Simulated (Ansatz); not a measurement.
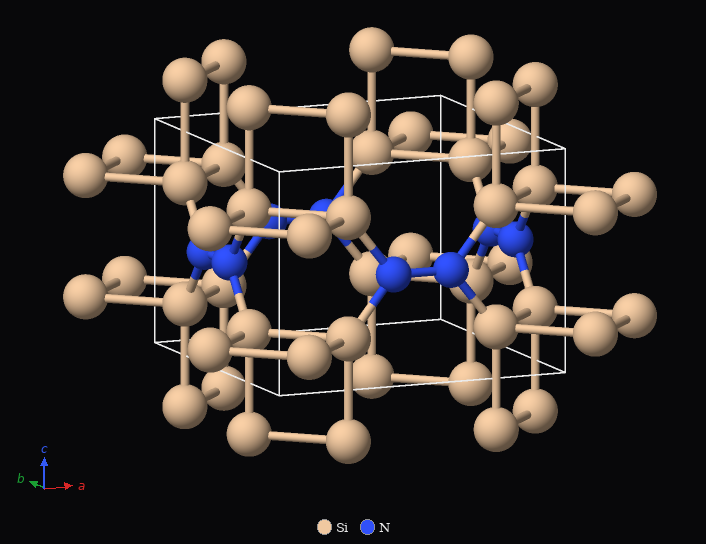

View slightly off an axis, drawn as a ball-and-stick model. Atoms at the boundary of the conventional unit cell (the box) are drawn once for each face, edge or corner they touch. The bonded neighbours beyond the faces are included.

Si$_{2}$N, space group P4/mmm (No. 123), a = 7.02 Å, b = 7.02 Å, c = 5.13 Å, α = 90.00°, β = 90.00°, γ = 90.00°.

All computed values are from DFT PBE, scalar-relativistic, plane waves, PAW (Ansatz 0.2.0). Settings: a kinetic-energy cutoff of 420 eV, the zone sampled with 6×6×8 points, Gaussian smearing of 0.1 eV, no spin polarisation.

Question: What is the band gap, if any?

Answer: A metal: bands cross the Fermi level.

Question: What pressure does the calculation give for this cell?

Answer: The computed pressure is 0.0 GPa, close to zero.

Starting structure: a structure type filled with these elements by a generator (whether the compound takes this form wasn't checked). Earlier steps of the study may have refined or changed the cell and positions. Ansatz was used for an electronic-structure calculation on it.
